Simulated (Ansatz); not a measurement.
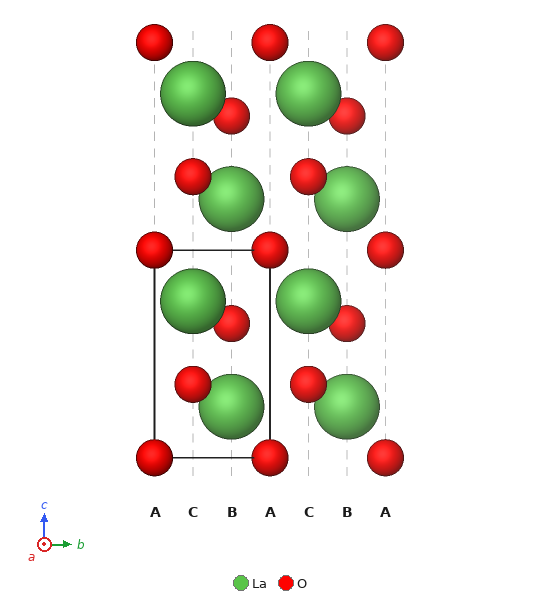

The picture looks along a close-packed row of the hexagonal mesh; c points upwards. The dashed lines mark the three columns A (0, 0), B (1/3, 2/3) and C (2/3, 1/3). The sequence starts with the first layer at or above the cell's origin.

La₂O₃ (space group P-3m1, No. 164): coordinates from a relaxation with DFT, r2SCAN, plane waves, PAW (Ansatz 0.2.0).

List the layers of one repeat.

Answer. O(A) – La(B) – O(C) – O(B) – La(C) (five layers in 6.13 Å).
